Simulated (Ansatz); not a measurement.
# Run report: Ge, geometry relaxation (part 2 of 2)

The same run, continued: Ge (I4₁/amd, 2 atoms in the cell); DFT, LDA, PAW with Ansatz's default frozen-core files, scalar-relativistic, no spin polarisation (Ansatz 0.2.0); cutoff 420 eV, 18×18×18 k-mesh, Fermi–Dirac smearing of 0.08 eV. The structure was built on a prototype by a generator; it need not be a known phase. Its volume is 0.61 times that of the source entry. It belongs to a series of runs on one base structure; here: beta_tin relaxed under pressure, PAW files.

Geometry of the input (Å; fractional positions):
```
-2.1433  2.1433  1.1788
2.1433  -2.1433  1.1788
2.1433  2.1433  -1.1788
Ge -0.3750  -0.1250  -0.2500
Ge 0.3750  0.1250  0.2500
```

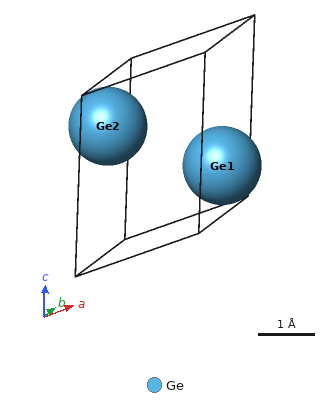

*The geometry at step 2 of the log (spheres-only view of the reduced cell, seen slightly off an axis; atoms are numbered from 1 in the order of the input).*

The program's output, continued
```
SCF iter   1: F=—  HF=-8427.522336 eV  |F-HF|=—  |Δ(HF+E_count)|=         —  Δρ=1.21e-4  dr2=2.72e-6  ethr=9.97e-9  ⟨swp⟩=2.0  Hψ=45497  notcnv=0
preconditioner: auto → none  [metal: Δε(μ)=0.012 eV  Ē_g=27.028 eV  σ=0.080 eV  W_gap=0.04  n_scr=4 (ndim 8)  ℏωp=42.0 eV  f_vac=0.000  D(μ)=0.53/eV (n_scr^D=4)]
SCF iter   2: F=—  HF=-8427.522335 eV  |F-HF|=—  |Δ(HF+E_count)|=   9.82e-7  Δρ=4.55e-5  dr2=3.38e-7  ethr=9.72e-9  ⟨swp⟩=1.2  Hψ=8783  notcnv=0
SCF iter   3: F=-8427.522335 eV  HF=-8427.522335 eV  |F-HF|=5.35e-10  |Δ(HF+E_count)|=   1.17e-7  Δρ=4.66e-6  dr2=1.52e-9  ethr=7.14e-10  ⟨swp⟩=7.2  Hψ=47472  notcnv=0
SCF 4 converged in 3 iterations: F = -8427.522335 eV  dr2 = 1.52e-9
relax step   4: F+E_penalty+E_count = -8427.52233457 eV  Δ(F+E_penalty+E_count) = +1.083e-2 eV  max|allowed force component| = 6.939e-18 eV/Å  Δτ_max = 0.0000 Å  P = +130.009 GPa  Ω = 21.841 Å³  energy of the carried Pulay correction = -1.027e-4 eV  (3 SCF iters, dr2 threshold 2.00e-7 eV, accepted)
Initial wavefunctions: pseudopotential atomic-orbital guess (no wavefunctions were taken with the density)
iter 1 solved again at ethr=1.84e-7 eV; its pass at ethr=3.10e-3 eV (dr2=5.14e-5 eV) is discarded
SCF iter   1: F=—  HF=-8427.522358 eV  |F-HF|=—  |Δ(HF+E_count)|=         —  Δρ=9.73e-4  dr2=4.26e-6  ethr=1.84e-7  ⟨swp⟩=2.8  Hψ=55932  notcnv=0
preconditioner: auto → none  [metal: Δε(μ)=0.012 eV  Ē_g=27.029 eV  σ=0.080 eV  W_gap=0.04  n_scr=4 (ndim 8)  ℏωp=42.0 eV  f_vac=0.000  D(μ)=0.53/eV (n_scr^D=4)]
SCF iter   2: F=—  HF=-8427.522421 eV  |F-HF|=—  |Δ(HF+E_count)|=   6.35e-5  Δρ=4.87e-4  dr2=1.07e-6  ethr=1.52e-8  ⟨swp⟩=1.0  Hψ=8640  notcnv=0
SCF iter   3: F=—  HF=-8427.522442 eV  |F-HF|=—  |Δ(HF+E_count)|=   2.04e-5  Δρ=7.59e-6  dr2=5.31e-9  ethr=3.82e-9  ⟨swp⟩=1.0  Hψ=8640  notcnv=0
SCF iter   4: F=-8427.522442 eV  HF=-8427.522442 eV  |F-HF|=3.64e-12  |Δ(HF+E_count)|=   7.52e-9  Δρ=2.16e-7  dr2=5.66e-12  ethr=1.00e-12  ⟨swp⟩=4.0  Hψ=46267  notcnv=0
SCF 5 converged in 4 iterations: F = -8427.522442 eV  dr2 = 5.66e-12
relax step   5: F+E_penalty+E_count = -8427.52244163 eV  Δ(F+E_penalty+E_count) = -1.071e-4 eV  max|allowed force component| = 1.388e-17 eV/Å  Δτ_max = 0.0000 Å  P = +130.009 GPa  Ω = 21.841 Å³  stress off target by 1.67e-2 GPa  SCF on the basis re-selected at this cell (its energy is not comparable with the rows above)  (4 SCF iters)
basis re-selected at this cell: Δ(F+E_penalty+E_count) = -1.071e-4 eV, ΔP = -0.001 GPa vs the last step (what re-selecting the basis moved, of the pressure what is left beyond the Pulay correction that the steps carried, after the strain that the cell walked since its last selection, with what the two solves' SCF thresholds leave and, on support functions, any second-order correction that the steps lacked; it is no measure of the basis error at this ecutwfc). This SCF's stress stands 1.67e-2 GPa from its target on what of the cell is left free (relax.cell.stress_tol is 6.50e-2 GPa) and its largest allowed force component is 1.39e-17 eV/Å (relax.f_tol is 5.00e-3 eV/Å): within both
SCF converged after 4 iterations
Free energy (F): -8427.522442 eV
Harris-Foulkes:  -8427.522442 eV  (|F-HF|=3.64e-12)
Internal energy: -8427.511525 eV  (E = F + TS)
E sigma→0 (E₀):  -8427.516983 eV
Entropy (-TS):   -0.010917 eV (-5.458 meV/atom)
Fermi energy:    21.495911 eV
--- Per-component energies (eV) ---
  E_band       = 25.033793
  E_kinetic    = 247.003494
  E_local      = -3400.958369  (includes V_loc(G=0)·N_el)
  E_nonlocal   = 849.372070
  E_hartree    = 1554.085676
  E_xc         = -162.119504
  E_vxc        = -145.199714  (∫ρ·V_xc dr)
  E_paw        = -3882.687962  (= ΣΔE_a)
  E_vpaw       = -633.355735  (= ΣTr[D̂ρ^β])
  E_aug_tail   = 0.000596  (compensation charges beyond the density's cutoff)
  E_ewald      = -3636.024177
  E_core_change = 3.816652  (= ΣΔE_core)
  E_smearing   = -0.010917  (= −TS)
  E_closure    = 0.000000  (closes the sum)
  Σ components = -8427.522442   (vs F -8427.522442, Δ=0.00e0)
--- Forces (eV/Å), atoms counted from 1 ---
  atom   1  Ge     0.00000000     0.00000000     0.00000000
  atom   2  Ge    -0.00000000    -0.00000000     0.00000000
  max |Σ_I F_I| component: 1.73e-18 eV/Å
--- Stress (GPa, compression-positive) ---
      130.016662       0.000000      -0.000000
        0.000000     130.016662      -0.000000
       -0.000000      -0.000000     129.992374
  P = ⅓ Tr σ = 130.0086 GPa (1300.086 kbar)
--- Band table (eV; the first three rows and the last of 480) ---
  k-point 0: bands = ["-4.8455", "-4.6702", "-4.6238", "-4.5670", "-4.0784", "-4.0784", "-4.0575", "-4.0575", "-3.8315", "-3.6110", "2.1928", "17.1189", "17.1189", "19.3432", "23.2826", "33.0044", "33.0044", "34.4125"]
  k-point 1: bands = ["-4.8394", "-4.6628", "-4.6257", "-4.5702", "-4.0812", "-4.0753", "-4.0556", "-4.0553", "-3.8358", "-3.6187", "2.2438", "16.3732", "17.1803", "19.8977", "23.6014", "32.0929", "32.6301", "34.7997"]
  k-point 2: bands = ["-4.8214", "-4.6410", "-4.6310", "-4.5793", "-4.0901", "-4.0665", "-4.0502", "-4.0486", "-3.8485", "-3.6410", "2.3972", "15.0288", "17.3638", "20.6548", "24.5717", "30.6647", "31.7405", "34.5227"]
  k-point 479: bands = ["-4.6522", "-4.6522", "-4.3342", "-4.3342", "-4.1338", "-4.1338", "-4.0623", "-4.0623", "-4.0386", "-4.0386", "10.3767", "10.3767", "11.0812", "11.0812", "30.0628", "30.0628", "39.9616", "39.9616"]
--- Relaxed structure (4 steps of the walk, 4 accepted, 1 SCFs on fresh bases) ---
  F+E_penalty+E_count = -8427.52244163 eV   max|allowed force component| = 1.388e-17 eV/Å   (the final SCF, on the basis selected at the relaxed cell)
  cell:  # Å, volume = 21.8412 Å³
    - [-2.158329207114501, 2.158329207114501, 1.1721417642255474]
    - [2.158329207114501, -2.158329207114501, 1.1721417642255474]
    - [2.158329207114501, 2.158329207114501, -1.1721417642255474]
  atoms:
    - { symbol: Ge, position: [-0.375, -0.12500000000000003, -0.25] }
    - { symbol: Ge, position: [0.375, 0.12500000000000003, 0.25] }
```

File rho_z.tsv
```
# z_ang	rho[e/angstrom^3]
# format = ansatz-planar-average/11
# lattice	-2.158329207	2.158329207	1.172141764
# lattice	2.158329207	-2.158329207	1.172141764
# lattice	2.158329207	2.158329207	-1.172141764
# sites	2
# site	32	-0.000000000	-1.079164604	-0.293035441
# site	32	0.000000000	1.079164604	0.293035441
0.000000	5.092560e-1
0.136236	5.402843e-1
0.272472	6.625008e-1
0.408708	9.760204e-1
0.544944	1.583373e0
0.681179	2.329647e0
0.817415	2.690899e0
0.953651	2.329647e0
1.089887	1.583373e0
1.226123	9.760204e-1
1.362359	6.625008e-1
1.498595	5.402843e-1
1.634831	5.092560e-1
1.771067	5.402843e-1
1.907303	6.625008e-1
2.043538	9.760204e-1
2.179774	1.583373e0
2.316010	2.329647e0
2.452246	2.690899e0
2.588482	2.329647e0
2.724718	1.583373e0
2.860954	9.760204e-1
2.997190	6.625008e-1
3.133426	5.402843e-1
```

File v_z.tsv
```
# z_ang	v_es[eV]	v_tot[eV]
# format = ansatz-planar-average/11
# xc	lda
# density_cutoff_ev	1680
# datasets	Ge=:simpson_from_first_knot:soft:shift=-2816765
# lattice	-2.158329207	2.158329207	1.172141764
# lattice	2.158329207	-2.158329207	1.172141764
# lattice	2.158329207	2.158329207	-1.172141764
# sites	2
# site	32	-0.000000000	-1.079164604	-0.293035441
# site	32	0.000000000	1.079164604	0.293035441
0.000000	1.135411e1	-1.370130e0
0.136236	1.104375e1	-1.733603e0
0.272472	1.015590e1	-2.780853e0
0.408708	8.986859e0	-4.173718e0
0.544944	7.903350e0	-5.459390e0
0.681179	7.142543e0	-6.340137e0
0.817415	6.870968e0	-6.647026e0
0.953651	7.142543e0	-6.340137e0
1.089887	7.903350e0	-5.459390e0
1.226123	8.986859e0	-4.173718e0
1.362359	1.015590e1	-2.780853e0
1.498595	1.104375e1	-1.733603e0
1.634831	1.135411e1	-1.370130e0
1.771067	1.104375e1	-1.733603e0
1.907303	1.015590e1	-2.780853e0
2.043538	8.986859e0	-4.173718e0
2.179774	7.903350e0	-5.459390e0
2.316010	7.142543e0	-6.340137e0
2.452246	6.870968e0	-6.647026e0
2.588482	7.142543e0	-6.340137e0
2.724718	7.903350e0	-5.459390e0
2.860954	8.986859e0	-4.173718e0
2.997190	1.015590e1	-2.780853e0
3.133426	1.104375e1	-1.733603e0
```

Trajectory as extended XYZ (Å, eV, eV/Å), 5 frames, from step=1 to step=5
```
2
Lattice="-2.1433 2.1433 1.1788 2.1433 -2.1433 1.1788 2.1433 2.1433 -1.1788" Properties=species:S:1:pos:R:3:forces:R:3 step=1 energy=-8427.36859 pressure_GPa=134.88
Ge    0.0000   -1.0716   -0.2947    0.0000   0.0000   0.0000
Ge    0.0000    1.0716    0.2947    0.0000   0.0000   0.0000
2
Lattice="-2.1574 2.1574 1.1765 2.1574 -2.1574 1.1765 2.1574 2.1574 -1.1765" Properties=species:S:1:pos:R:3:forces:R:3 step=2 energy=-8427.57202 pressure_GPa=128.44
Ge    0.0000   -1.0787   -0.2941    0.0000   0.0000   0.0000
Ge    0.0000    1.0787    0.2941    0.0000   0.0000   0.0000
2
Lattice="-2.1579 2.1579 1.1733 2.1579 -2.1579 1.1733 2.1579 2.1579 -1.1733" Properties=species:S:1:pos:R:3:forces:R:3 step=3 energy=-8427.53316 pressure_GPa=129.67
Ge    0.0000   -1.0790   -0.2933    0.0000   0.0000   0.0000
Ge    0.0000    1.0790    0.2933    0.0000   0.0000   0.0000
2
Lattice="-2.1583 2.1583 1.1721 2.1583 -2.1583 1.1721 2.1583 2.1583 -1.1721" Properties=species:S:1:pos:R:3:forces:R:3 step=4 energy=-8427.52233 pressure_GPa=130.01
Ge    0.0000   -1.0792   -0.2930    0.0000   0.0000   0.0000
Ge    0.0000    1.0792    0.2930    0.0000   0.0000   0.0000
2
Lattice="-2.1583 2.1583 1.1721 2.1583 -2.1583 1.1721 2.1583 2.1583 -1.1721" Properties=species:S:1:pos:R:3:forces:R:3 step=5 energy=-8427.52244 pressure_GPa=130.01
Ge    0.0000   -1.0792   -0.2930    0.0000   0.0000   0.0000
Ge    0.0000    1.0792    0.2930    0.0000   0.0000   0.0000
```

Summary

| quantity | value |
| --- | --- |
| outcome | converged |
| space group (tolerance 0.01 Å) | I4₁/amd (141) |
| electrons treated | 28 |
| free energy | −8427.5224 eV |
| Fermi energy | 21.496 eV |
| pressure | 130.01 GPa |
| final volume | 21.84 Å³ |
| largest force (length of the vector) at the end | under 0.001 eV/Å |
| final cell | a = 3.270 Å, b = 3.270 Å, c = 3.270 Å, α = 97.38°, β = 97.38°, γ = 137.98° |
| hardware | 1 thread of Arm Neoverse V1, 24 GiB of memory available, shared host |
| wall time | 56 s |
| peak memory | 0.45 GiB |

Remarks

The cell was relaxed to the target pressure of the input; what is minimised is then the enthalpy E + pV.
